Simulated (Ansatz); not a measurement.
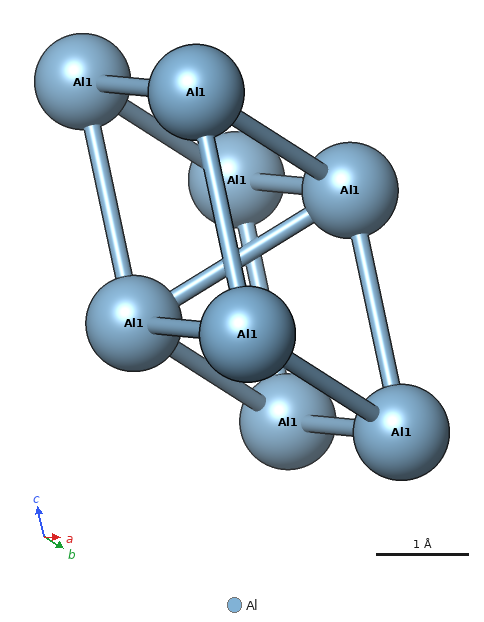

Fig. 1: The structure (ball-and-stick view of the reduced cell, seen at an oblique angle; atoms are numbered from 1 in the order of the input).

**Al: a changed input and its effect**

System: Al (1 atom in the cell).
Method of run A: DFT r2SCAN, scalar-relativistic, plane waves, PAW, no spin polarisation (Ansatz 0.2.0).

The structure derives from an entry of the Crystallography Open Database. Text and figures count atoms from 1; the logs count them from 0 in places.

### Input file, run A
```yaml
crystal:
  lattice:
    - [0.0, 2.271955106, 1.6062722599]
    - [2.271955106, 0.0, 1.6062722599]
    - [2.271955106, 2.271955106, 0.0]
  atoms:
    - { symbol: Al, position: [0.0, 0.0, 0.0] }
basis:
  ecutwfc: 500
kpoints:
  mp_grid: { grid: [22, 22, 22] }
hamiltonian:
  xc: r2scan
scf:
  occupations: { method: gaussian, width: 0.15 }
output:
  forces: true
  stress: true
  eigenvalues: true
```

Launched with:
```bash
ansatz run input.yaml --threads 1 --pin off --max-ram 2560MiB --backend cpu --events-out ev --progress --plain --runs-dir out
```

Hardware: 1 thread of AMD EPYC (Zen 3), 32 GiB of memory available, shared host.

### Output, shortened to warnings, some set-up lines, iterations and results (run A)
```
Basis set: ecut = 500 eV, 429 PW (Γ), exchange–correlation on 96×96×96 points (64 copies of the dense FFT grid, shifted against one another)
Symmetry: 16 space group operations
k-points: 834 of 10648
Initial density: superposition of atomic densities (neutral atoms: chi_scale 0, normalization atom), corrected by the library's trained network
[...]
SCF iter   1: F=—  HF=-540.291800 eV  |F-HF|=—  |Δ(HF+E_count)|=         —  Δρ=4.15e-3  dr2=3.25e-3  dr2_τ=3.87e-3  ethr=1.77e-3  ⟨swp⟩=4.5  Hψ=43478  notcnv=0
SCF iter   2: F=—  HF=-540.298539 eV  |F-HF|=—  |Δ(HF+E_count)|=   6.74e-3  Δρ=2.79e-3  dr2=1.45e-3  dr2_τ=2.75e-6  ethr=1.08e-4  ⟨swp⟩=2.1  Hψ=12963  notcnv=0  defer=14
SCF iter   3: F=—  HF=-540.298312 eV  |F-HF|=—  |Δ(HF+E_count)|=   2.26e-4  Δρ=1.36e-3  dr2=3.28e-4  dr2_τ=3.85e-7  ethr=4.82e-5  ⟨swp⟩=1.0  Hψ=4714  notcnv=0  defer=14
SCF iter   4: F=—  HF=-540.298271 eV  |F-HF|=—  |Δ(HF+E_count)|=   4.14e-5  Δρ=4.67e-4  dr2=3.79e-5  dr2_τ=2.75e-8  ethr=1.09e-5  ⟨swp⟩=1.0  Hψ=4714  notcnv=0  defer=14
SCF iter   5: F=—  HF=-540.298267 eV  |F-HF|=—  |Δ(HF+E_count)|=   3.80e-6  Δρ=9.36e-5  dr2=1.49e-6  dr2_τ=9.18e-10  ethr=1.26e-6  ⟨swp⟩=1.0  Hψ=4714  notcnv=0  defer=14
SCF iter   6: F=-540.298267 eV  HF=-540.298267 eV  |F-HF|=1.25e-9  |Δ(HF+E_count)|=   9.95e-8  Δρ=9.94e-6  dr2=1.65e-8  dr2_τ=1.14e-11  ethr=3.33e-9  ⟨swp⟩=4.4  Hψ=19498  …
SCF 1 converged in 6 iterations: F = -540.298267 eV  dr2 = 1.65e-8
SCF converged after 6 iterations
Free energy (F): -540.298267 eV
Harris-Foulkes:  -540.298267 eV  (|F-HF|=1.25e-9)
Internal energy: -540.294053 eV  (E = F + TS)
E sigma→0 (E₀):  -540.296160 eV
Entropy (-TS):   -0.004214 eV (-4.214 meV/atom)
Fermi energy:    7.954846 eV
--- Per-component energies (eV) ---
  E_band       = 9.739154
  E_kinetic    = 22.810639
  E_local      = 10.253257  (includes V_loc(G=0)·N_el)
  E_nonlocal   = 9.682958
  E_hartree    = 0.075899
  E_xc         = -36.612532
  E_vxc        = -31.043844  (∫ρ·V_xc dr)
  E_paw        = -473.046652  (= ΣΔE_a)
  E_vpaw       = -3.356731  (= ΣTr[D̂ρ^β])
  E_aug_tail   = -0.000001  (compensation charges beyond the density's cutoff)
  E_vtau       = 1.241069  (kinetic-family band-sum trace: ∫τ·v_τ [+ j·A + Jᵃ·Aᵃ] dr)
  E_ewald      = -73.397514
  E_core_change = -0.060108  (= ΣΔE_core)
  E_smearing   = -0.004214  (= −TS)
  E_closure    = -0.000000  (closes the sum)
  Σ components = -540.298267   (vs F -540.298267, Δ=0.00e0)
--- Forces (eV/Å), atoms counted from 1 ---
  atom   1  Al     0.00000000     0.00000000     0.00000000
  max |Σ_I F_I| component: 0.00e0 eV/Å
--- Stress (GPa, compression-positive) ---
       -1.800150       0.000000       0.000000
        0.000000      -1.800150       0.000000
        0.000000       0.000000      -1.804660
  P = ⅓ Tr σ = -1.8017 GPa (-18.017 kbar)
```

For run B the input was changed thus:
```diff
-    - [0.0, 2.271955106, 1.6062722599]
-    - [2.271955106, 0.0, 1.6062722599]
-    - [2.271955106, 2.271955106, 0.0]
+    - [0.0, 2.3365142344, 1.5187342523]
+    - [2.3365142344, 0.0, 1.5187342523]
+    - [2.3365142344, 2.3365142344, 0.0]
+  write_density: true
+  write_potential: true
+  elf: true
+  volumetric_format: npy
```

How does run B compare with run A?

With the same functional and potentials, run B lies 6.6 meV per atom lower. The number of SCF iterations is the same. The plane waves at Γ go from 429 to 417. On the same kind of shared host run B took about 1.7 times as long.

### Output, shortened to warnings, some set-up lines, iterations and results (run B)
```
Basis set: ecut = 500 eV, 417 PW (Γ), exchange–correlation on 96×96×100 points (64 copies of the dense FFT grid, shifted against one another)
Symmetry: 16 space group operations
k-points: 834 of 10648
Initial density: superposition of atomic densities (neutral atoms: chi_scale 0, normalization atom), corrected by the library's trained network
[...]
SCF iter   1: F=—  HF=-540.298330 eV  |F-HF|=—  |Δ(HF+E_count)|=         —  Δρ=4.10e-3  dr2=3.17e-3  dr2_τ=3.91e-3  ethr=1.77e-3  ⟨swp⟩=4.5  Hψ=43335  notcnv=0
SCF iter   2: F=—  HF=-540.305139 eV  |F-HF|=—  |Δ(HF+E_count)|=   6.81e-3  Δρ=2.76e-3  dr2=1.42e-3  dr2_τ=2.70e-6  ethr=1.06e-4  ⟨swp⟩=2.1  Hψ=12969  notcnv=0  defer=13
SCF iter   3: F=—  HF=-540.304936 eV  |F-HF|=—  |Δ(HF+E_count)|=   2.03e-4  Δρ=1.34e-3  dr2=3.23e-4  dr2_τ=3.90e-7  ethr=4.72e-5  ⟨swp⟩=1.0  Hψ=4679  notcnv=0  defer=14
SCF iter   4: F=—  HF=-540.304898 eV  |F-HF|=—  |Δ(HF+E_count)|=   3.79e-5  Δρ=4.67e-4  dr2=3.82e-5  dr2_τ=2.83e-8  ethr=1.08e-5  ⟨swp⟩=1.0  Hψ=4679  notcnv=0  defer=14
SCF iter   5: F=—  HF=-540.304895 eV  |F-HF|=—  |Δ(HF+E_count)|=   3.43e-6  Δρ=9.14e-5  dr2=1.44e-6  dr2_τ=9.21e-10  ethr=1.27e-6  ⟨swp⟩=1.0  Hψ=4679  notcnv=0  defer=14
SCF iter   6: F=-540.304895 eV  HF=-540.304895 eV  |F-HF|=5.62e-10  |Δ(HF+E_count)|=   7.96e-8  Δρ=9.48e-6  dr2=1.52e-8  dr2_τ=1.09e-11  ethr=3.33e-9  ⟨swp⟩=6.5  Hψ=22212  …
SCF 1 converged in 6 iterations: F = -540.304895 eV  dr2 = 1.52e-8
SCF converged after 6 iterations
Free energy (F): -540.304895 eV
Harris-Foulkes:  -540.304895 eV  (|F-HF|=5.62e-10)
Internal energy: -540.300300 eV  (E = F + TS)
E sigma→0 (E₀):  -540.302598 eV
Entropy (-TS):   -0.004595 eV (-4.595 meV/atom)
Fermi energy:    7.919280 eV
--- Per-component energies (eV) ---
  E_band       = 9.725114
  E_kinetic    = 22.828947
  E_local      = 10.221014  (includes V_loc(G=0)·N_el)
  E_nonlocal   = 9.676654
  E_hartree    = 0.082510
  E_xc         = -36.615612
  E_vxc        = -31.047711  (∫ρ·V_xc dr)
  E_paw        = -473.050305  (= ΣΔE_a)
  E_vpaw       = -3.359418  (= ΣTr[D̂ρ^β])
  E_aug_tail   = -0.000001  (compensation charges beyond the density's cutoff)
  E_vtau       = 1.240605  (kinetic-family band-sum trace: ∫τ·v_τ [+ j·A + Jᵃ·Aᵃ] dr)
  E_ewald      = -73.383400
  E_core_change = -0.060108  (= ΣΔE_core)
  E_smearing   = -0.004595  (= −TS)
  E_closure    = -0.000000  (closes the sum)
  Σ components = -540.304895   (vs F -540.304895, Δ=0.00e0)
--- Forces (eV/Å), atoms counted from 1 ---
  atom   1  Al     0.00000000    -0.00000000    -0.00000000
  max |Σ_I F_I| component: 5.78e-34 eV/Å
--- Stress (GPa, compression-positive) ---
       -1.087931       0.000000       0.000000
        0.000000      -1.087931      -0.000000
        0.000000       0.000000      -3.221696
  P = ⅓ Tr σ = -1.7992 GPa (-17.992 kbar)
```

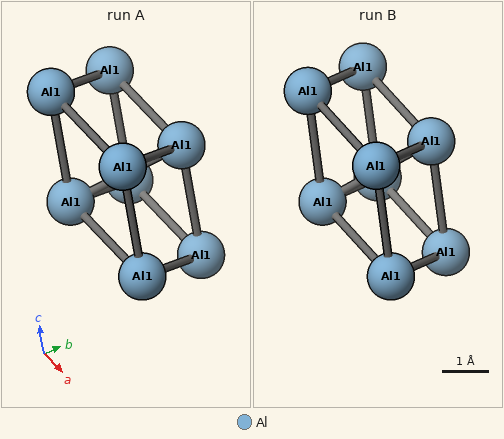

Fig. 2: The two input geometries at one scale (ball-and-stick view of the reduced cell, seen slightly off an axis). No atom moves by more than 0.005 Å relative to the cell. The drawn cell changes at constant volume: a = b = c 2.782 → 2.787 Å (+0.2 %), α 109.5° → 107.3°, β 109.5° → 107.3°, γ 109.5° → 114.0°. Among the contacts that change: Al1–Al1 2.782 → 2.787 Å.

### The two runs side by side

```csv
quantity,run A,run B
outcome,converged,converged
free energy per atom (eV),−540.2983,−540.3049
"energy per atom, smearing taken to zero (eV)",−540.2962,−540.3026
gap on the mesh (eV),0.00,0.00
pressure (GPa),−1.80,−1.80
largest force (eV/Å),0.000,0.000
SCF iterations,6,6
irreducible k-points,834,834
plane waves at Γ,429,417
wall time (shared host),13 s,22 s
```
